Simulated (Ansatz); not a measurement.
# Run report: InP, single-point calculation

System: InP (F-43m, 2 atoms in the cell).
Method: DFT, LDA, all-electron LAPW, scalar-relativistic; levels at fixed fractional wave vectors of a strained or displaced cell, no spin polarisation (Ansatz 0.2.0).

The structure derives from an entry of the Crystallography Open Database. It belongs to a series of runs on one base structure; here: all lengths changed by -0.5 %. Figures and captions count atoms from 1; the log counts them from 0 in places.

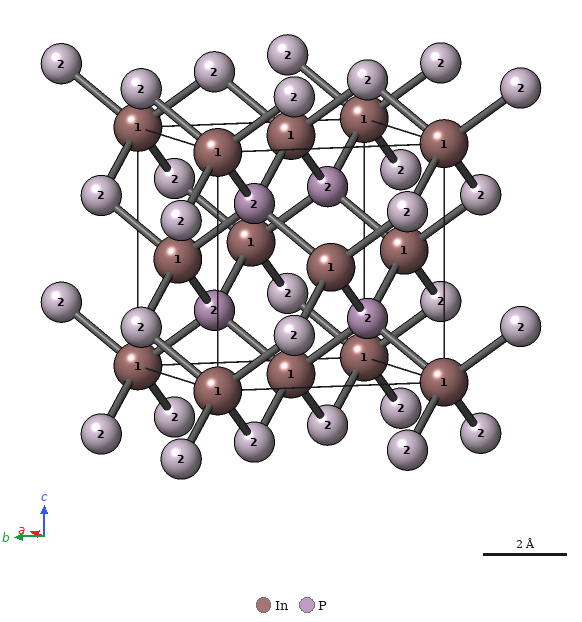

Figure 1. The structure (ball-and-stick view of the cell 4 times as large as that of the calculation, set on its symmetry axes, seen at an oblique angle; neighbours outside the cell are drawn fainter; atoms are numbered from 1 in the order of the input). Near neighbours in the crystal (not all of them lie inside the picture): In has 4 P at 2.51 Å; P has 4 In at 2.51 Å.

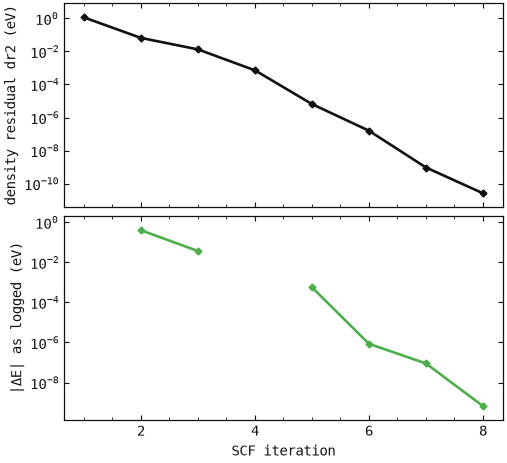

Figure 2. Convergence of the self-consistent field: density residual dr2 and size of the energy change against the SCF iteration. The residual falls at every step.

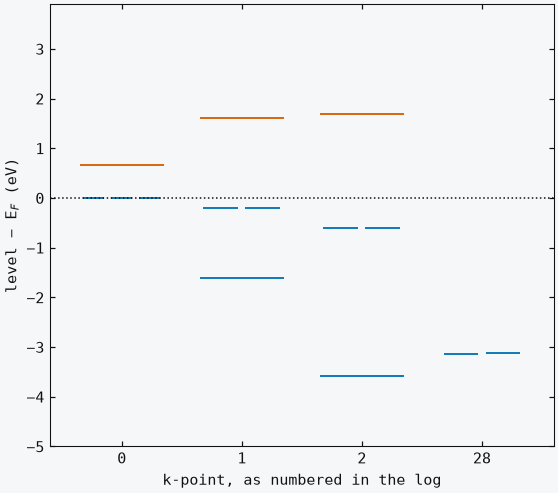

Figure 3. Kohn–Sham levels near the Fermi level (dotted) at the few k-points that the log prints; levels within 0.02 eV of each other stand side by side. Among these points the highest filled and lowest empty levels are 0.65 eV apart, which is the gap on the mesh.

The input that produced these results follows, with the program's output.

The input:
```yaml
crystal:
  lattice:
    - [0.0, 2.8990910914, 2.8990910914]
    - [2.8990910914, 0.0, 2.8990910914]
    - [2.8990910914, 2.8990910914, 0.0]
  atoms:
    - { symbol: In, position: [0.0, 0.0, 0.0] }
    - { symbol: P, position: [0.75, 0.75, 0.75] }
kpoints:
  mp_grid: { grid: [8, 8, 8] }
scf:
  occupations: { method: fixed }
  convergence: { dr2_threshold: 1.0e-10 }
hamiltonian:
  xc: lda
  pseudopotentials: { kind: all_electron, lapw: { basis_error: 0.0005 } }
output:
  forces: true
  stress: true
  eigenstates:
    kpoints:
      - [0.0, 0.0, 0.0]
      - [0.0, -0.5, 0.0]
      - [-0.5, 0.0, 0.0]
      - [0.0, 0.0, -0.5]
      - [-0.5, -0.5, -0.5]
      - [0.5, 0.5, 0.0]
      - [0.5, 0.0, 0.5]
      - [0.0, 0.5, 0.5]
  eigenvalues: true
```

Launch command:
```bash
ansatz run input.yaml --threads 1 --pin off --max-ram 3072MiB --backend cpu --events-out ev --progress --plain --runs-dir out
```

Log:
```
LAPW: plane waves up to 8.486 Å⁻¹, error target 5.0e-4 eV per atom; small_component_spin mean_spin; P in spheres of 1.102 Å, 13 of its electrons in bands, Dirac shells []; In in spheres of 1.409 Å, 21 of its electrons in bands, Dirac shells [] (how accurate: hamiltonian.pseudopotentials.lapw.basis_error, Limitations)
Engine: ansatz 0.2.0, aarch64-unknown-linux-gnu
Pseudopotentials: kind: all_electron
Pseudopotential: In, LAPW, valence charge 21, lapw/all_electron/scalar/gaussian/In, Koelling and Harmon's equation, gaussian nucleus
Pseudopotential: P, LAPW, valence charge 13, lapw/all_electron/scalar/gaussian/P, Koelling and Harmon's equation, gaussian nucleus
Functional definition: SPW92
  exchange = slater_x
  correlation = pw_c
davidson cushion auto → on  (no smearing: the cushion is to keep the highest requested band from converging to the state above it; pin scf.eigensolver.cushion to override)
Crystal: 2 atoms, lattice volume = 48.732 Å³
Basis set: ecut = 274.3503278937398 eV, 531 PW (Γ), exchange–correlation at level 2
Bands: 21, of which v1, the nominal top of the filled ones, is band 17 counted from 1 (16 counted from 0)
Symmetry: 24 space group operations
Space group: F-43m (ITA 216), of the structure as read, at distance tolerance 3.7e-5 Å
k-points: 29 of 512 (time reversal used)
Non-local potential: In, projectors of the file, none
Non-local potential: P, projectors of the file, none
Initial density: superposition of atomic densities (chi_scale 0.1, normalization cell, long waves kept (reshape's long-wave potential 0.00 eV rms))
Initial wavefunctions: plane waves of lowest kinetic energy (no species holds an atomic orbital)
Functional: x = slater, c = lda
iter 1 solved again at ethr=3.37e-3 eV; its pass at ethr=1.00e-1 eV (dr2=1.15e0 eV) is discarded
SCF iter   1: F=—  HF=-169185.655438 eV  |F-HF|=—  |Δ(HF+E_count)|=         —  Δρ=3.63e-2  dr2=1.15e0  ethr=3.37e-3  ⟨swp⟩=2.0  Hψ=4170  notcnv=0
preconditioner: auto → none  [insulator: Δε(μ)=1.105 eV  Ē_g=14.323 eV  n_scr=14 (ndim 8)  ℏωp=22.6 eV  f_vac=0.028  ε∞_Penn≈3.5]
iter 2 solved again at ethr=1.94e-4 eV; its pass at ethr=3.37e-3 eV (dr2=6.59e-2 eV) is discarded
SCF iter   2: F=—  HF=-169185.256598 eV  |F-HF|=—  |Δ(HF+E_count)|=   3.99e-1  Δρ=1.23e-2  dr2=6.59e-2  ethr=1.94e-4  ⟨swp⟩=2.0  Hψ=3313  notcnv=0
SCF iter   3: F=—  HF=-169185.219965 eV  |F-HF|=—  |Δ(HF+E_count)|=   3.66e-2  Δρ=5.83e-3  dr2=1.33e-2  ethr=1.94e-4  ⟨swp⟩=2.8  Hψ=1822  notcnv=0
SCF iter   4: F=—  HF=-169185.215975 eV  |F-HF|=—  |Δ(HF+E_count)|=         —  Δρ=1.22e-3  dr2=7.21e-4  ethr=3.90e-5  ⟨swp⟩=2.0  Hψ=1798  notcnv=0
the basis was enlarged: its passes take 159.6 KiB over the memory plan, 1 of 1 planned eigensolver slots
SCF iter   5: F=—  HF=-169185.215408 eV  |F-HF|=—  |Δ(HF+E_count)|=   5.67e-4  Δρ=1.48e-4  dr2=6.53e-6  ethr=2.12e-6  ⟨swp⟩=3.0  Hψ=1849  notcnv=0
SCF iter   6: F=—  HF=-169185.215407 eV  |F-HF|=—  |Δ(HF+E_count)|=   8.59e-7  Δρ=2.25e-5  dr2=1.59e-7  ethr=1.92e-8  ⟨swp⟩=3.0  Hψ=1897  notcnv=0
SCF iter   7: F=—  HF=-169185.215407 eV  |F-HF|=—  |Δ(HF+E_count)|=   8.99e-8  Δρ=1.75e-6  dr2=9.44e-10  ethr=4.67e-10  ⟨swp⟩=3.0  Hψ=1922  notcnv=0
SCF iter   8: F=-169185.215407 eV  HF=-169185.215407 eV  |F-HF|=2.04e-10  |Δ(HF+E_count)|=  6.69e-10  Δρ=2.38e-7  dr2=2.60e-11  ethr=2.78e-12  ⟨swp⟩=3.1  Hψ=1976  notcnv=0
SCF 1 converged in 8 iterations: F = -169185.215407 eV  dr2 = 2.60e-11
NSCF: frozen V_eff on 8 k-points
SCF converged after 8 iterations
Free energy (F): -169185.215407 eV
Harris-Foulkes:  -169185.215407 eV  (|F-HF|=2.04e-10)
Internal energy: -169185.215407 eV  (E = F + TS)
E sigma→0 (E₀):  -169185.215407 eV
Fermi energy:    9.339015 eV
--- Per-component energies (eV) ---
  E_band       = -1573.436407
  E_kinetic    = 177099.906128
  E_xc         = -4812.223279
  E_electrostatic = -341472.898257  (all electrons and nuclei)
  E_smearing   = -0.000000  (= −TS)
  E_closure    = 0.000000  (closes the sum)
  E_atoms      = -169175.566580  (free atoms, spherical and without spin; not in F)
  Σ components = -169185.215407   (vs F -169185.215407, Δ=0.00e0)
  Basis errors (estimates in eV, not in F): energy 2.2e-4 per atom: plane waves 1.9e-4 (1.1e-4 summed), levels above the bands 0.0e0, relativity 3.5e-9, radial functions 2.3e-5, core shells 1.1e-7; eigenvalues (radial functions only) 6.0e-7; not estimated: angular momenta, meshes, grids; target (lapw.basis_error) 5.0e-4; muffin-tin radii P 1.102 Å, In 1.409 Å
--- Forces (eV/Å), atoms counted from 1 ---
  atom   1  In     0.00000000    -0.00000000    -0.00000000
  atom   2  P     -0.00000000     0.00000000     0.00000000
  max |Σ_I F_I| component: 2.31e-17 eV/Å
--- Stress (GPa, compression-positive) ---
        1.085020       0.000000      -0.000000
        0.000000       1.085020       0.000000
       -0.000000       0.000000       1.085020
  P = ⅓ Tr σ = 1.0850 GPa (10.850 kbar)
--- Band table (eV; the first three rows and the last of 29) ---
  k-point 0: bands = ["-157.4157", "-108.7584", "-108.7584", "-108.7584", "-105.3479", "-63.9491", "-63.9491", "-63.9491", "-4.9070", "-4.9070", "-4.9070", "-4.7342", "-4.7342", "-2.4475", "9.3390", "9.3390", "9.3390", "9.9939", "13.2942", "13.2942", "13.2942"]
  k-point 1: bands = ["-157.4157", "-108.7584", "-108.7584", "-108.7584", "-105.3479", "-63.9492", "-63.9491", "-63.9491", "-4.9293", "-4.8985", "-4.8985", "-4.7341", "-4.7341", "-2.2577", "7.7309", "9.1367", "9.1367", "10.9436", "13.4668", "13.5872", "13.5872"]
  k-point 2: bands = ["-157.4157", "-108.7584", "-108.7584", "-108.7584", "-105.3479", "-63.9493", "-63.9492", "-63.9492", "-4.9794", "-4.8806", "-4.8806", "-4.7314", "-4.7314", "-1.7262", "5.7517", "8.7387", "8.7387", "11.0356", "14.0283", "14.0283", "14.5886"]
  k-point 28: bands = ["-157.4157", "-108.7584", "-108.7584", "-108.7584", "-105.3479", "-63.9493", "-63.9493", "-63.9492", "-5.0779", "-4.8396", "-4.7985", "-4.7589", "-4.7175", "0.2208", "3.4750", "6.1967", "6.2146", "13.5214", "13.7326", "14.8219", "15.3818"]
```

Key numbers:

```json
{"quantity": "outcome", "value": "converged"}
{"quantity": "space group (tolerance 0.01 Å)", "value": "F-43m (216)"}
{"quantity": "electrons in bands (core shells apart)", "value": "34"}
{"quantity": "free energy", "value": "−169185.2154 eV"}
{"quantity": "Fermi energy", "value": "9.339 eV"}
{"quantity": "gap on the k-point mesh", "value": "0.65 eV"}
{"quantity": "pressure", "value": "1.09 GPa"}
{"quantity": "largest force (length of the vector)", "value": "under 0.001 eV/Å"}
{"quantity": "hardware", "value": "1 thread of Arm Neoverse V2, 256 GiB of memory available, shared host"}
{"quantity": "wall time", "value": "15 s"}
{"quantity": "peak memory", "value": "0.28 GiB"}
```
